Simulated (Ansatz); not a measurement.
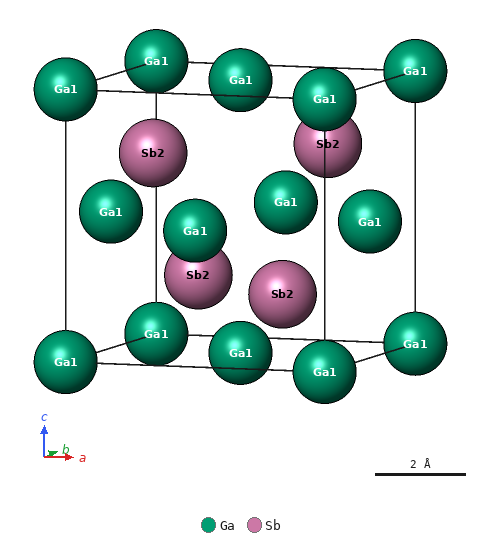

*The input geometry (spheres-only view of the cell 4 times as large as that of the calculation, set on its symmetry axes, seen slightly off an axis; atoms are numbered from 1 in the order of the input). An atom can appear more than once, as a periodic image.*

## Geometry relaxation of GaSb (part 1 of 3)

The run: geometry relaxation of GaSb (F-43m, 2 atoms in the cell). Method and program: DFT PBE0, scalar-relativistic, plane waves, PAW, no spin polarisation (Ansatz 0.2.0).

It belongs to a series of runs on one base structure; here: elastic and piezoelectric constants, atoms relaxed. Figures and captions count atoms from 1; the log counts them from 0 in places.

**Log**
```
Engine: ansatz 0.2.0, x86_64-unknown-linux-gnu
Pseudopotentials: kind: paw
Pseudopotential: Ga, paw, valence charge 13, recommended cutoff 420 eV (normal), Ga.paw.azcp
Pseudopotential: Sb, paw, valence charge 15, recommended cutoff 420 eV (normal), Sb.paw.azcp
Functional definition: PBE0
  parameter a = 0.25
  parameter kappa = 0.804
  parameter beta = 0.06672455060314922
  exchange = (1 - a)*pbe_x(kappa = kappa, mu = beta*pi^2/3) + a*exact_x
  correlation = pbe_c(beta = beta)
davidson cushion auto → on  (no smearing: the cushion is to keep the highest requested band from converging to the state above it; pin scf.eigensolver.cushion to override)
Crystal: 2 atoms, lattice volume = 57.620 Å³
Basis set: ecut = 420 eV, 1139 PW (Γ), exchange–correlation on 60×60×60 points (8 copies of the dense FFT grid, shifted against one another)
Bands: 18, of which v1, the nominal top of the filled ones, is band 14 counted from 1 (13 counted from 0)
Symmetry: 24 space group operations
Space group: F-43m (ITA 216), of the structure as read, at distance tolerance 3.9e-5 Å
k-points: 16 of 216 (time reversal used)
Non-local potential: Ga, projectors of the file, l = 0: 2, l = 1: 2, l = 2: 3, l = 3: 1
Non-local potential: Sb, projectors of the file, l = 0: 2, l = 1: 2, l = 2: 2, l = 3: 2
PAW form: soft (Blöchl's): semilocal exchange-correlation on the pseudo side does not see the compensation charge
PAW frozen core: Ga, regenerated for the run's functional, and the local potential with it (the file was generated under x = pbe(κ = 0.804, μ = 0.2195149727645171), c = pbe(β = 0.06672455060314922))
PAW frozen core: Sb, regenerated for the run's functional, and the local potential with it (the file was generated under x = pbe(κ = 0.804, μ = 0.2195149727645171), c = pbe(β = 0.06672455060314922))
PAW one-centre angular grid: Ga, 590 points (default); XC on 64 Gauss nodes
PAW one-centre angular grid: Sb, 590 points (default); XC on 64 Gauss nodes
Initial density: superposition of atomic densities (neutral atoms: chi_scale 0, normalization atom), corrected by the library's trained network
Initial wavefunctions: pseudopotential atomic-orbital guess
Functional: x = pbe(κ = 0.804, μ = 0.2195149727645171), c = pbe(β = 0.06672455060314922), warm-up for x = 0.75 pbe(κ = 0.804, μ = 0.2195149727645171) + 0.25 exact, c = pbe(β = 0.06672455060314922)
SCF iter   1: F=—  HF=-10267.794555 eV  |F-HF|=—  |Δ(HF+E_count)|=         —  Δρ=1.06e-3  dr2=1.19e-3  ethr=1.77e-3  ⟨swp⟩=6.5  Hψ=1172  notcnv=0
preconditioner: auto → none  [insulator: Δε(μ)=0.000 eV  Ē_g=14.556 eV  n_scr=14 (ndim 8)  ℏωp=20.8 eV  f_vac=0.093]
iter 2 solved again at ethr=3.92e-7 eV; its pass at ethr=4.23e-6 eV (dr2=1.10e-4 eV) is discarded
SCF iter   2: F=—  HF=-10267.795107 eV  |F-HF|=—  |Δ(HF+E_count)|=   5.52e-4  Δρ=3.66e-4  dr2=1.10e-4  ethr=3.92e-7  ⟨swp⟩=2.1  Hψ=1705  notcnv=0
SCF iter   3: F=—  HF=-10267.795160 eV  |F-HF|=—  |Δ(HF+E_count)|=   5.24e-5  Δρ=2.07e-4  dr2=2.53e-5  ethr=3.92e-7  ⟨swp⟩=3.1  Hψ=845  notcnv=0
SCF iter   4: F=—  HF=-10267.795186 eV  |F-HF|=—  |Δ(HF+E_count)|=   2.63e-5  Δρ=5.65e-5  dr2=1.27e-6  ethr=9.04e-8  ⟨swp⟩=3.4  Hψ=854  notcnv=0
SCF iter   5: F=—  HF=-10267.795189 eV  |F-HF|=—  |Δ(HF+E_count)|=   2.59e-6  Δρ=1.77e-5  dr2=1.25e-7  ethr=4.52e-9  ⟨swp⟩=3.9  Hψ=878  notcnv=0
SCF iter   6: F=—  HF=-10267.795189 eV  |F-HF|=—  |Δ(HF+E_count)|=   4.31e-7  Δρ=3.40e-6  dr2=3.69e-9  ethr=4.47e-10  ⟨swp⟩=4.2  Hψ=883  notcnv=0  defer=2
SCF iter   7: F=—  HF=-10267.795189 eV  |F-HF|=—  |Δ(HF+E_count)|=   8.32e-9  Δρ=6.97e-7  dr2=1.14e-10  ethr=1.32e-11  ⟨swp⟩=4.1  Hψ=1028  notcnv=0
SCF iter   8: F=—  HF=-10267.795189 eV  |F-HF|=—  |Δ(HF+E_count)|=  4.15e-10  Δρ=2.13e-7  dr2=1.32e-11  ethr=1.00e-12  ⟨swp⟩=4.1  Hψ=792  notcnv=0
SCF iter   9: F=—  HF=-10267.795189 eV  |F-HF|=—  |Δ(HF+E_count)|=  3.64e-12  Δρ=7.62e-8  dr2=1.48e-12  ethr=1.00e-12  ⟨swp⟩=2.0  Hψ=640  notcnv=0
SCF iter  10: F=-10267.795189 eV  HF=-10267.795189 eV  |F-HF|=3.64e-12  |Δ(HF+E_count)|=  1.82e-12  Δρ=1.36e-8  dr2=4.08e-14  ethr=1.00e-12  ⟨swp⟩=2.0  Hψ=640  notcnv=0
SCF 1 converged in 10 iterations: F = -10267.795189 eV  dr2 = 4.08e-14
  greatest PAW one-centre occupation: 0.995 electrons in one spin orbital (limit 2), on the Sb atom at site 1 (counted from 0), in its partial waves of l = 2
Initial density: handed on by an earlier stage of this run
Initial wavefunctions: those handed on with the density
Functional: x = 0.75 pbe(κ = 0.804, μ = 0.2195149727645171) + 0.25 exact, c = pbe(β = 0.06672455060314922)
Exchange kernel: α = 0.2500, full range, Wigner–Seitz truncation, v(0) = 18617.9678 eV·Å³, q-mesh 6×6×6, nearest image of the exchange supercell L = 26.01 Å, pair-density grid 24×24×24, without the augmentation charges, whose exchange is taken in its separable form by FFT convolution over the k-point mesh
Frozen-core exchange: fock
iter 1 solved again at ethr=5.46e-5 eV; its pass at ethr=1.00e-1 eV (dr2=1.53e-2 eV) is discarded
SCF iter   1: F=—  HF=-10271.879022 eV  |F-HF|=—  |Δ(HF+E_count)|=         —  Δρ=1.10e-2  dr2=2.63e-2  ethr=5.46e-5  ⟨swp⟩=4.5  Hψ=1725  notcnv=0
eigensolver tolerance schedule calibrated: the retry pair's looser diagonalisation under-reported the residual by θ = 0.36 (0.11/decade); ethr = c·dr2/N_el runs at the constant in force after the calibration composes with the one it found (an armed cap, an earlier calibration), c = 8.2e-2
preconditioner: auto → none  [insulator: Δε(μ)=0.432 eV  Ē_g=17.890 eV  n_scr=14 (ndim 8)  ℏωp=20.8 eV  f_vac=0.086]
SCF iter   2: F=—  HF=-10271.867938 eV  |F-HF|=—  |Δ(HF+E_count)|=   1.11e-2  Δρ=2.64e-3  dr2=3.87e-3  ethr=5.46e-5  ⟨swp⟩=4.0  Hψ=862  notcnv=0
SCF iter   3: F=—  HF=-10271.883313 eV  |F-HF|=—  |Δ(HF+E_count)|=   1.54e-2  Δρ=3.06e-3  dr2=1.93e-3  ethr=5.30e-6  ⟨swp⟩=4.0  Hψ=985  notcnv=0
SCF iter   4: F=—  HF=-10271.883127 eV  |F-HF|=—  |Δ(HF+E_count)|=   1.86e-4  Δρ=9.94e-4  dr2=2.41e-4  ethr=5.18e-6  ⟨swp⟩=3.0  Hψ=720  notcnv=0
SCF iter   5: F=—  HF=-10271.883555 eV  |F-HF|=—  |Δ(HF+E_count)|=   4.28e-4  Δρ=3.17e-4  dr2=3.15e-5  ethr=5.44e-7  ⟨swp⟩=3.6  Hψ=788  notcnv=0
SCF iter   6: F=-10271.883548 eV  HF=-10271.883548 eV  |F-HF|=1.82e-7  |Δ(HF+E_count)|=   7.70e-6  Δρ=2.36e-5  dr2=2.25e-6  ethr=6.92e-8  ⟨swp⟩=3.0  Hψ=864  notcnv=0
SCF 2 stopped early in 6 iterations: F = -10271.883548 eV  dr2 = 2.25e-6
[... from here on the iterations of each SCF are left out, up to the last one ...]
  Residual-converged pass: ⟨swp⟩=4.0  Hψ=836  notcnv=0  max |occ|·‖R‖ = 6.6e-6 eV (tolerance 6.7e-6 eV)  dr2=2.26e-6  dr2_onsite=5.95e-8  max |Δocc| = 0.0e0
hybrid outer 1: dexx = +1.877e-2 eV, tail = 2.00e-4 eV
Exchange kernel: α = 0.2500, full range, Wigner–Seitz truncation, v(0) = 18617.9678 eV·Å³, q-mesh 6×6×6, nearest image of the exchange supercell L = 26.01 Å, pair-density grid 24×24×24, without the augmentation charges, whose exchange is taken in its separable form by FFT convolution over the k-point mesh
Frozen-core exchange: fock
preconditioner: auto → none  [insulator: Δε(μ)=1.334 eV  Ē_g=17.743 eV  n_scr=14 (ndim 8)  ℏωp=20.8 eV  f_vac=0.086]
SCF 3 stopped early in 5 iterations: F = -10271.884011 eV  dr2 = 1.32e-9
  Residual-converged pass: ⟨swp⟩=2.8  Hψ=603  notcnv=0  max |occ|·‖R‖ = 1.1e-6 eV (tolerance 1.1e-6 eV)  dr2=1.32e-9  dr2_onsite=2.42e-11  max |Δocc| = 0.0e0
hybrid outer 2: dexx = +2.843e-6 eV, tail = 3.89e-8 eV, Δε = 2.55e-1 eV (about 9.01e-3 eV left of the loop's levels), ΔF = 3.70e-17 eV/Å (tail 1.67e-17)
Exchange kernel: α = 0.2500, full range, Wigner–Seitz truncation, v(0) = 18617.9678 eV·Å³, q-mesh 6×6×6, nearest image of the exchange supercell L = 26.01 Å, pair-density grid 24×24×24, without the augmentation charges, whose exchange is taken in its separable form by FFT convolution over the k-point mesh
Frozen-core exchange: fock
preconditioner: auto → none  [insulator: Δε(μ)=1.336 eV  Ē_g=17.744 eV  n_scr=14 (ndim 8)  ℏωp=20.8 eV  f_vac=0.086]
SCF 4 stopped early in 6 iterations: F = -10271.884011 eV  dr2 = 6.13e-13
  Residual-converged pass: ⟨swp⟩=4.0  Hψ=916  notcnv=0  max |occ|·‖R‖ = 9.7e-9 eV (tolerance 1.0e-8 eV)  dr2=6.46e-13  dr2_onsite=1.41e-13  max |Δocc| = 0.0e0
hybrid outer 3: dexx = +7.648e-10 eV, tail = 1.18e-11 eV, Δε = 1.05e-4 eV (about 3.23e-6 eV left of the loop's levels), ΔF = 3.70e-17 eV/Å (tail 1.41e-17)
Exchange kernel: α = 0.2500, full range, Wigner–Seitz truncation, v(0) = 18617.9678 eV·Å³, q-mesh 6×6×6, nearest image of the exchange supercell L = 26.01 Å, pair-density grid 24×24×24, without the augmentation charges, whose exchange is taken in its separable form by FFT convolution over the k-point mesh
Frozen-core exchange: fock
SCF 5 converged in 3 iterations: F = -10271.884011 eV  dr2 = 2.20e-14
  Residual-converged pass: ⟨swp⟩=3.9  Hψ=815  notcnv=0  max |occ|·‖R‖ = 9.4e-9 eV (tolerance 1.0e-8 eV)  dr2=2.33e-14  dr2_onsite=3.33e-15  max |Δocc| = 0.0e0
hybrid outer 4: dexx = +4.642e-13 eV, tail = 6.51e-14 eV, Δε = 1.08e-6 eV (about 7.30e-8 eV left of the loop's levels), ΔF = 3.70e-17 eV/Å (tail 8.38e-7)
Crystal: 2 atoms, lattice volume = 57.505 Å³
Symmetry: 8 space group operations
k-points: 30 of 216 (time reversal used)
Initial wavefunctions: pseudopotential atomic-orbital guess (no wavefunctions were taken with the density)
preconditioner: auto → none  [insulator: Δε(μ)=0.011 eV  Ē_g=14.314 eV  n_scr=14 (ndim 8)  ℏωp=20.8 eV  f_vac=0.086]
SCF 6 converged in 12 iterations: F = -10267.793696 eV  dr2 = 1.99e-14
Frozen-core exchange: fock
eigensolver tolerance schedule calibrated: the retry pair's looser diagonalisation under-reported the residual by θ = 0.36 (0.11/decade); ethr = c·dr2/N_el runs at the constant in force after the calibration composes with the one it found (an armed cap, an earlier calibration), c = 8.2e-2
preconditioner: auto → none  [insulator: Δε(μ)=0.441 eV  Ē_g=17.899 eV  n_scr=14 (ndim 8)  ℏωp=20.8 eV  f_vac=0.086]
SCF 7 stopped early in 6 iterations: F = -10271.884007 eV  dr2 = 2.25e-6
  Residual-converged pass: ⟨swp⟩=4.1  Hψ=1592  notcnv=0  max |occ|·‖R‖ = 6.5e-6 eV (tolerance 6.7e-6 eV)  dr2=2.26e-6  dr2_onsite=5.69e-8  max |Δocc| = 0.0e0
hybrid outer 1: dexx = +1.942e-2 eV, tail = 6.25e-5 eV
Frozen-core exchange: fock
preconditioner: auto → none  [insulator: Δε(μ)=1.343 eV  Ē_g=17.752 eV  n_scr=14 (ndim 8)  ℏωp=20.8 eV  f_vac=0.085]
SCF 8 stopped early in 5 iterations: F = -10271.883966 eV  dr2 = 3.45e-10
  Residual-converged pass: ⟨swp⟩=3.0  Hψ=1294  notcnv=0  max |occ|·‖R‖ = 5.1e-7 eV (tolerance 5.2e-7 eV)  dr2=3.46e-10  dr2_onsite=1.42e-11  max |Δocc| = 0.0e0
hybrid outer 2: dexx = +2.126e-6 eV, tail = 3.59e-8 eV, Δε = 7.14e-3 eV (about 2.35e-4 eV left of the loop's levels), ΔF = 1.39e-17 eV/Å (tail 6.07e-18)
Frozen-core exchange: fock
preconditioner: auto → none  [insulator: Δε(μ)=1.345 eV  Ē_g=17.752 eV  n_scr=14 (ndim 8)  ℏωp=20.8 eV  f_vac=0.086]
SCF 9 stopped early in 5 iterations: F = -10271.883967 eV  dr2 = 1.30e-12
  Residual-converged pass: ⟨swp⟩=4.0  Hψ=1765  notcnv=0  max |occ|·‖R‖ = 9.1e-9 eV (tolerance 1.0e-8 eV)  dr2=1.37e-12  dr2_onsite=1.55e-13  max |Δocc| = 0.0e0
hybrid outer 3: dexx = +9.070e-10 eV, tail = 1.60e-11 eV, Δε = 1.02e-4 eV (about 3.55e-6 eV left of the loop's levels), ΔF = 1.39e-17 eV/Å (tail 5.84e-18)
Frozen-core exchange: fock
SCF 10 converged in 3 iterations: F = -10271.883967 eV  dr2 = 1.00e-14
  Residual-converged pass: ⟨swp⟩=3.9  Hψ=1447  notcnv=0  max |occ|·‖R‖ = 9.8e-9 eV (tolerance 1.0e-8 eV)  dr2=1.03e-14  dr2_onsite=4.15e-15  max |Δocc| = 0.0e0
hybrid outer 4: dexx = +5.385e-13 eV, tail = 4.36e-14 eV, Δε = 1.73e-6 eV (about 1.42e-7 eV left of the loop's levels), ΔF = 1.39e-17 eV/Å (tail 5.15e-7)
NSCF: frozen V_eff on 33 k-points
NSCF: frozen V_eff on 5 k-points
NSCF: frozen V_eff on 16 k-points
```
